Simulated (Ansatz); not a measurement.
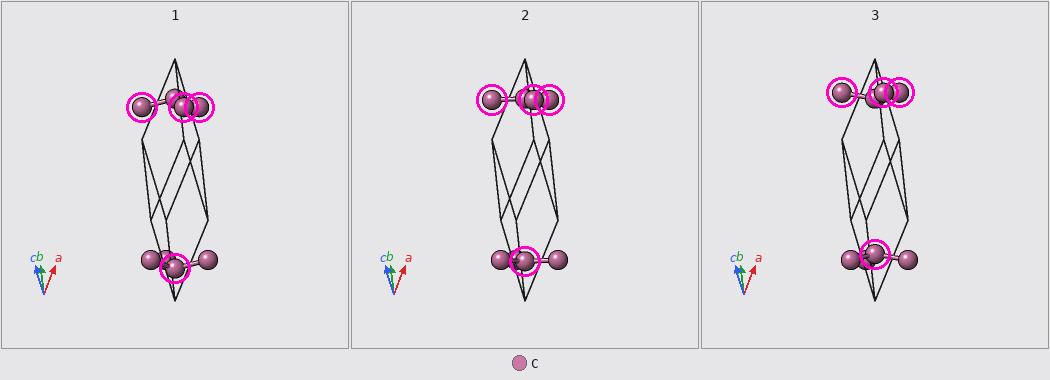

C (R-3m, No. 166; 2 atoms in the cell). Atom C1 is moved over a plane while all other atoms and the cell stay fixed (its periodic images move with it) (x along [1 0 0], y along [1 2 0], z along [0 0 1] of the conventional cell). First axis: shift of C1 along the Cartesian direction [1 1 0]. Second axis: shift of C1 along z. The grid has 5 × 5 points. Points are written as (first, second). Energies: eV per cell, counted from the lowest grid point. The reference cell is the one listed in the database, not relaxed at this level. The calculation used DFT LDA, scalar-relativistic, plane waves, PAW (Ansatz 0.2.0). Settings: cutoff 420 eV, k-mesh 12×12×12, gaussian smearing 0.05 eV, no spin polarisation.

The numbered pictures are structures from this grid. Rings mark the moved atoms.

Rank them by energy, lowest first.

2, at (0.00 Å, 0.00 Å): 0.00 eV; 3, at (0.00 Å, 0.30 Å): 0.51 eV; 1, at (0.00 Å, −0.30 Å): 1.04 eV.

The map, with the structures marked:

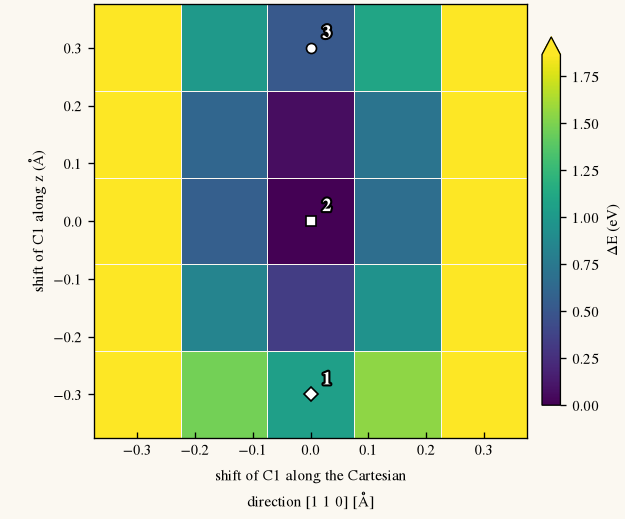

The picture shows one coloured cell a grid point, one colour for all values above the top of the scale.
